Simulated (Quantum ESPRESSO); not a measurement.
# BN (F-43m): zone-centre phonons, part 2 of 5

Aim: the zone-centre modes of BN (F-43m).

Quantum ESPRESSO 7.5; DFT PBE, scalar-relativistic, plane waves, PseudoDojo norm-conserving pseudopotentials.

So far. Step 3 (Relaxation): Little changed from the start: no atom moved by 0.005 Å and no cell edge by 0.1 %. Step 4 (Ground state): The cell stands at 0.0030 GPa, close enough for phonons.

**5. Zone-centre response**

At q = 0 one unit cell holds all displacements; symmetry groups them into irreducible representations that are solved one by one. The response to a field gives ε∞ and the Born charges, which polar modes need.

ph.in reads:

```
phonons
&inputph
   prefix = 'x'
   outdir = './tmp'
   fildyn = 'g.dyn'
   tr2_ph = 1.0d-18
   epsil = .true.
/
0.000000000000 0.000000000000 0.000000000000
```

Run with:

```
> OMP_NUM_THREADS=1 mpirun -n 4 ph.x -nk 4 -in ph.in > ph.out
```

Output:

```text
[banners, grids, parts of the stress and lines that vanish by symmetry left out]
[banner, memory and clock lines left out]
Program PHONON v.7.5

     ./tmp/x.save/

     IMPORTANT: XC functional enforced from input :
     Exchange-correlation= PBE
                           (   1   4   3   4   0   0   0)
     Any further DFT definition will be discarded
     Please, verify this is what you really want

     G-vector sticks info

     Reading collected, re-writing distributed wavefunctions in ./tmp/

     Number and degeneracy of irreps per q-point
       N         xq(1)         xq(2)         xq(3)   N irreps
       1   0.000000000   0.000000000   0.000000000       2
        3   3

     Calculation of q =    0.0000000   0.0000000   0.0000000

     phonons

     bravais-lattice index     =            2
     lattice parameter (alat)  =       6.8472  a.u.
     unit-cell volume          =      80.2555 (a.u.)^3
     number of atoms/cell      =            2
     number of atomic types    =            2
     kinetic-energy cut-off    =      92.0000  Ry
     charge density cut-off    =     368.0000  Ry
     convergence threshold     =      1.0E-18
     beta                      =       0.7000
     number of iterations used =            4
     Exchange-correlation= PBE
                           (   1   4   3   4   0   0   0)

     celldm(1)=    6.84718  celldm(2)=    0.00000  celldm(3)=    0.00000
     celldm(4)=    0.00000  celldm(5)=    0.00000  celldm(6)=    0.00000

     crystal axes: (cart. coord. in units of alat)
               a(1) = ( -0.5000  0.0000  0.5000 )
               a(2) = (  0.0000  0.5000  0.5000 )
               a(3) = ( -0.5000  0.5000  0.0000 )

     reciprocal axes: (cart. coord. in units 2 pi/alat)
               b(1) = ( -1.0000 -1.0000  1.0000 )
               b(2) = (  1.0000  1.0000  1.0000 )
               b(3) = ( -1.0000  1.0000 -1.0000 )

     Atoms inside the unit cell:

     Cartesian axes

     site n.  atom      mass           positions (alat units)
        1  B      10.8100   tau(    1) = (    0.00000    0.00000    0.00000  )
        2  N      14.0070   tau(    2) = (   -0.75000    0.75000    0.75000  )

     Computing dynamical matrix for
                    q = (   0.0000000   0.0000000   0.0000000 )

     25 Sym.Ops. (with q -> -q+G )

     G cutoff =  437.0300  (   9577 G-vectors)     FFT grid: ( 30, 30, 30)
     number of k points=    72
                       cart. coord. in units 2pi/alat
        k(    1) = (   0.0000000   0.0000000   0.0000000), wk =   0.0011574
        k(    2) = (  -0.0833333   0.0833333  -0.0833333), wk =   0.0092593
        k(    3) = (  -0.1666667   0.1666667  -0.1666667), wk =   0.0092593
        [... further k-points left out ...]

     PseudoPot. # 1 for B  read from file:
     ./pseudo/B.upf
     Pseudo is Norm-conserving + core correction, Zval =  3.0
     Using radial grid of 1534 points,  4 beta functions with:
                l(1) =   0
                l(2) =   0
                l(3) =   1
                l(4) =   1

     PseudoPot. # 2 for N  read from file:
     ./pseudo/N.upf
     Pseudo is Norm-conserving + core correction, Zval =  5.0
     Using radial grid of 1058 points,  4 beta functions with:
                l(1) =   0
                l(2) =   0
                l(3) =   1
                l(4) =   1

     Mode symmetry, T_d (-43m)  point group:

     Electric field:
     Dielectric constant
     Born effective charges as d Force / d E

     Atomic displacements:
     There are    2 irreducible representations

     Representation     1      3 modes -  To be done

     Representation     2      3 modes -  To be done

     Alpha used in Ewald sum =   2.8000

     Electric Fields Calculation

      iter #   1   av.it.:   6.1
      thresh= 1.000E-02 alpha_mix =  0.700 |ddv_scf|^2 =  1.595E-08

      iter #   2   av.it.:  10.9
      thresh= 1.263E-05 alpha_mix =  0.700 |ddv_scf|^2 =  4.271E-10

      iter #   3   av.it.:  10.6
      thresh= 2.067E-06 alpha_mix =  0.700 |ddv_scf|^2 =  3.843E-11

      iter #   4   av.it.:  10.7
      thresh= 6.199E-07 alpha_mix =  0.700 |ddv_scf|^2 =  1.879E-13

      iter #   5   av.it.:  11.1
      thresh= 4.335E-08 alpha_mix =  0.700 |ddv_scf|^2 =  3.011E-16

      iter #   6   av.it.:  10.7
      thresh= 1.735E-09 alpha_mix =  0.700 |ddv_scf|^2 =  8.462E-18

      iter #   7   av.it.:  10.5
      thresh= 2.909E-10 alpha_mix =  0.700 |ddv_scf|^2 =  2.169E-19

     End of electric fields calculation

          Dielectric constant in cartesian axis

          (       4.550634691      -0.000000000      -0.000000000 )
          (      -0.000000000       4.550634691       0.000000000 )
          (      -0.000000000       0.000000000       4.550634691 )

          Effective charges (d Force / dE) in cartesian axis without acoustic sum rule applied (asr)

           atom    1  B     Mean Z*:        1.91008
      Ex  (        1.91008        0.00000        0.00000 )
      Ey  (        0.00000        1.91008       -0.00000 )
      Ez  (        0.00000       -0.00000        1.91008 )
           atom    2  N     Mean Z*:       -1.91010
      Ex  (       -1.91010       -0.00000        0.00000 )
      Ey  (        0.00000       -1.91010        0.00000 )
      Ez  (        0.00000        0.00000       -1.91010 )

          Effective charges Sum: Mean:       -0.00002
             -0.00002        0.00000        0.00000
             -0.00000       -0.00002        0.00000
              0.00000        0.00000       -0.00002

          Effective charges (d Force / dE) in cartesian axis with asr applied:
           atom    1  B     Mean Z*:        1.91009
      E*x (        1.91009        0.00000       -0.00000 )
      E*y (       -0.00000        1.91009       -0.00000 )
      E*z (       -0.00000       -0.00000        1.91009 )
           atom    2  N     Mean Z*:       -1.91009
      E*x (       -1.91009       -0.00000        0.00000 )
      E*y (        0.00000       -1.91009        0.00000 )
      E*z (        0.00000        0.00000       -1.91009 )

     Representation #   1 modes #   1   2   3

     Self-consistent Calculation

      iter #   1   av.it.:   7.6
      thresh= 1.000E-02 alpha_mix =  0.700 |ddv_scf|^2 =  8.140E-07

      iter #   2   av.it.:  11.1
      thresh= 9.022E-05 alpha_mix =  0.700 |ddv_scf|^2 =  3.031E-09

      iter #   3   av.it.:  11.1
      thresh= 5.505E-06 alpha_mix =  0.700 |ddv_scf|^2 =  2.358E-10

      iter #   4   av.it.:  11.2
      thresh= 1.536E-06 alpha_mix =  0.700 |ddv_scf|^2 =  1.054E-12

      iter #   5   av.it.:  10.9
      thresh= 1.027E-07 alpha_mix =  0.700 |ddv_scf|^2 =  1.606E-14

      iter #   6   av.it.:  10.9
      thresh= 1.267E-08 alpha_mix =  0.700 |ddv_scf|^2 =  4.641E-17

      iter #   7   av.it.:  10.2
      thresh= 6.813E-10 alpha_mix =  0.700 |ddv_scf|^2 =  3.831E-18

      iter #   8   av.it.:  10.6
      thresh= 1.957E-10 alpha_mix =  0.700 |ddv_scf|^2 =  1.402E-20

     End of self-consistent calculation

     Convergence has been achieved

     Representation #   2 modes #   4   5   6

     Self-consistent Calculation

      iter #   1   av.it.:   6.4
      thresh= 1.000E-02 alpha_mix =  0.700 |ddv_scf|^2 =  2.255E-08

      iter #   2   av.it.:  11.0
      thresh= 1.502E-05 alpha_mix =  0.700 |ddv_scf|^2 =  6.919E-10

      iter #   3   av.it.:  11.0
      thresh= 2.630E-06 alpha_mix =  0.700 |ddv_scf|^2 =  1.719E-11

      iter #   4   av.it.:  10.8
      thresh= 4.146E-07 alpha_mix =  0.700 |ddv_scf|^2 =  2.822E-13

      iter #   5   av.it.:  10.9
      thresh= 5.312E-08 alpha_mix =  0.700 |ddv_scf|^2 =  1.706E-15

      iter #   6   av.it.:  11.2
      thresh= 4.131E-09 alpha_mix =  0.700 |ddv_scf|^2 =  4.676E-18

      iter #   7   av.it.:  10.6
      thresh= 2.162E-10 alpha_mix =  0.700 |ddv_scf|^2 =  3.733E-19

     End of self-consistent calculation

     Convergence has been achieved

     Number of q in the star =    1
     List of q in the star:
          1   0.000000000   0.000000000   0.000000000

          Dielectric constant in cartesian axis

          (       4.550634691      -0.000000000      -0.000000000 )
          (      -0.000000000       4.550634691       0.000000000 )
          (      -0.000000000       0.000000000       4.550634691 )

          Effective charges (d Force / dE) in cartesian axis without acoustic sum rule applied (asr)

           atom    1  B     Mean Z*:        1.91008
      Ex  (        1.91008        0.00000        0.00000 )
      Ey  (        0.00000        1.91008       -0.00000 )
      Ez  (        0.00000       -0.00000        1.91008 )
           atom    2  N     Mean Z*:       -1.91010
      Ex  (       -1.91010       -0.00000        0.00000 )
      Ey  (        0.00000       -1.91010        0.00000 )
      Ez  (        0.00000        0.00000       -1.91010 )

          Effective charges Sum: Mean:       -0.00002
             -0.00002        0.00000        0.00000
             -0.00000       -0.00002        0.00000
              0.00000        0.00000       -0.00002

          Effective charges (d Force / dE) in cartesian axis with asr applied:
           atom    1  B     Mean Z*:        1.91009
      E*x (        1.91009        0.00000       -0.00000 )
      E*y (       -0.00000        1.91009       -0.00000 )
      E*z (       -0.00000       -0.00000        1.91009 )
           atom    2  N     Mean Z*:       -1.91009
      E*x (       -1.91009       -0.00000        0.00000 )
      E*y (        0.00000       -1.91009        0.00000 )
      E*z (        0.00000        0.00000       -1.91009 )

     Diagonalizing the dynamical matrix

     q = (    0.000000000   0.000000000   0.000000000 )

 **************************************************************************
     freq (    1) =      -0.060582 [THz] =      -2.020803 [cm-1]
     freq (    2) =      -0.060582 [THz] =      -2.020803 [cm-1]
     freq (    3) =      -0.060582 [THz] =      -2.020803 [cm-1]
     freq (    4) =      30.856060 [THz] =    1029.247378 [cm-1]
     freq (    5) =      30.856060 [THz] =    1029.247378 [cm-1]
     freq (    6) =      30.856060 [THz] =    1029.247378 [cm-1]
 **************************************************************************

     Mode symmetry, T_d (-43m)  point group:

     freq (   1-   3) =         -2.0  [cm-1]   --> T_2  G_15 P_4   I+R
     freq (   4-   6) =       1029.2  [cm-1]   --> T_2  G_15 P_4   I+R
```

The job ended after 34 s (4 MPI ranks of Arm Neoverse V1, shared host).

Read from the output:

```
miss of the charge sum rule                                       : 2.00e-5 e
largest acoustic frequency at the zone centre before the sum rule : -2.02 cm⁻¹
highest optical zone-centre mode (no LO-TO term)                  : 1029 cm⁻¹
lowest optical zone-centre mode                                   : 1029 cm⁻¹
mean high-frequency dielectric constant                           : 4.551
largest Born charge in size (third of the trace)                  : 1.910 e
```

Born charge (rows field, columns displacement), before the sum rule (e), principal values of the symmetric part by kind of site:

| atom | atoms with these values | low | middle | high | mean |
| --- | --- | --- | --- | --- | --- |
| B1 | 1 | 1.91 | 1.91 | 1.91 | 1.91 |
| N2 | 1 | -1.91 | -1.91 | -1.91 | -1.91 |

In full for N2:

```
-1.91  0.00  0.00
 0.00 -1.91  0.00
 0.00  0.00 -1.91
```

High-frequency dielectric tensor:

```
4.55 0.00 0.00
0.00 4.55 0.00
0.00 0.00 4.55
```

The acoustic modes at Γ come out as far as 2.0 cm⁻¹ from zero, where they should vanish, a small numerical error; the Born charges miss their sum rule by 2.0e-5 e, which is good.

**6. Zone-centre analysis**

A rigid shift of the crystal must cost nothing, but grids and finite bases break this; the acoustic sum rule is imposed before the matrix is diagonalised again. With Born charges the intensities follow, and the static dielectric tensor.

dynmat.in reads:

```
&input
   fildyn = 'g.dyn'
   asr = 'simple'
   fileig = 'dynmat.eig'
   lperm = .true.
/
```

Run with:

```
> dynmat.x -in dynmat.in > dynmat.out
```

Output:

```text
[banner, memory and clock lines left out]
Program DYNMAT v.7.5

     Reading Dynamical Matrix from file g.dyn
     ...Force constants read
     ...epsilon and Z* read
     A direction for q was not specified:TO-LO splitting will be absent

     Polarizability (A^3 units)
     multiply by 0.457971 for Clausius-Mossotti correction
         3.360271   -0.000000   -0.000000
        -0.000000    3.360271    0.000000
        -0.000000    0.000000    3.360271

     IR activities are in (D/A)^2/amu units

# mode   [cm-1]    [THz]      IR
    1     -0.00   -0.0000    0.0000
    2     -0.00   -0.0000    0.0000
    3      0.00    0.0000    0.0000
    4   1029.25   30.8561   13.7960
    5   1029.25   30.8561   13.7960
    6   1029.25   30.8561   13.7960

Electronic dielectric permittivity tensor (relative, adimensional)
         4.550635   -0.000000   -0.000000
        -0.000000    4.550635    0.000000
        -0.000000    0.000000    4.550635

 ... with zone-center polar mode contributions
         6.886181    0.000000   -0.000000
         0.000000    6.886181   -0.000000
        -0.000000   -0.000000    6.886181
```

Wall time 0.45 s (1 thread).

Read from the output:

```yaml
mean_static_dielectric_constant: 6.886
```

Unit eigenvectors of the mass-weighted matrix after the sum rule; no LO-TO term. The modes at Γ (shares of kinetic energy by element, %):

| mode | frequency (cm⁻¹) | symmetry | B % | N % |
| --- | --- | --- | --- | --- |
| 1 | 0.0 | acoustic | 44 | 56 |
| 2 | 0.0 | acoustic | 44 | 56 |
| 3 | 0.0 | acoustic | 44 | 56 |
| 4 | 1029.2 | T2 | 56 | 44 |
| 5 | 1029.2 | T2 | 56 | 44 |
| 6 | 1029.2 | T2 | 56 | 44 |

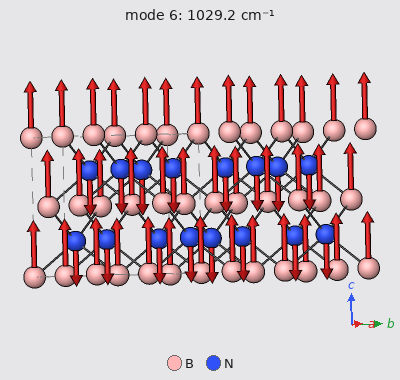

Displacement patterns of mode 6 at Γ; arrows are exaggerated. Bonds to atoms that aren't drawn are left out. 2×2×1 conventional cells are drawn. Some periodic images of atoms are drawn too.

Degenerate modes summed, no LO-TO term. Lines of the infrared spectrum (strongest = 100):

| position (cm⁻¹) | lines merged | label | IR intensity, relative |
| --- | --- | --- | --- |
| 1029 | 3 | T2 | 100 |

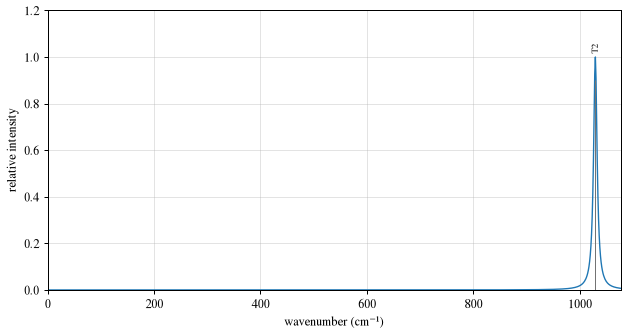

The infrared spectrum, broadened with Lorentzians of width 8 cm⁻¹; bars mark the lines.

Static dielectric tensor (ions relaxed, fixed cell):

```
6.89 0.00 0.00
0.00 6.89 0.00
0.00 0.00 6.89
```

The rule moves no optical mode by more than 0.1 cm⁻¹.

(Continued in part 3 of 5.)

[Host names and launcher messages were left out of these logs when they were recorded.]

[Logs are printed without paths, hosts, clocks, repeated set-up lines and the standing remarks that a program may print on its own settings, such as how far it seeks lower states.]

[Hosts, paths, dates, database ids (printed as entryN), source tags and the programs' standing remarks are cut or masked in the printed files.]
